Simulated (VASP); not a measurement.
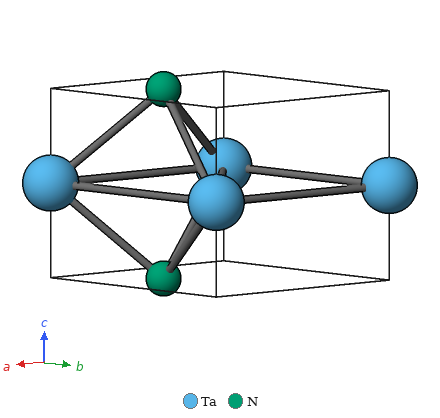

TaN, space group P-6m2 (No. 187), a = 2.944 Å, b = 2.944 Å, c = 2.901 Å, α = 90.00°, β = 90.00°, γ = 120.00°

| site | Wyckoff | x | y | z |
| --- | --- | --- | --- | --- |
| Ta | 1b | 0.0000 | 0.0000 | 0.5000 |
| N | 1e | 0.6667 | 0.3333 | 0.0000 |

Origin: the geometry relaxed with VASP Kohn-Sham DFT of a periodic cell, TPSS, VASP PAW PBE potentials, recommended in VASP 6.6.1.

Compute the Voronoi cell of each site (no radii): faces and volume.

Answer.
| site | faces above 1 % of the sphere | volume (Å³) | solid angle by neighbour (%) |
| --- | --- | --- | --- |
| Ta | 14 | 10.89 | N 82 Ta 18 |
| N | 14 | 10.89 | Ta 82 N 18 |

Weighted by multiplicity the volumes add up to the cell volume, 21.8 Å³.

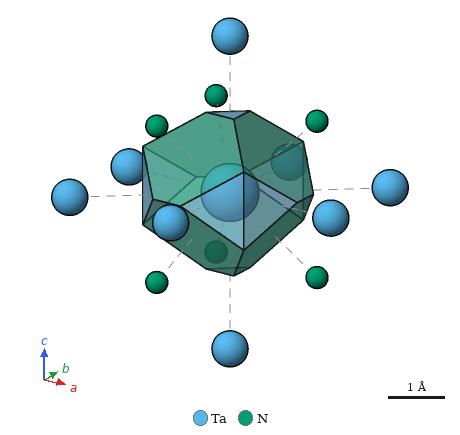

The computed Voronoi cell of Ta, with the neighbours that bound it.
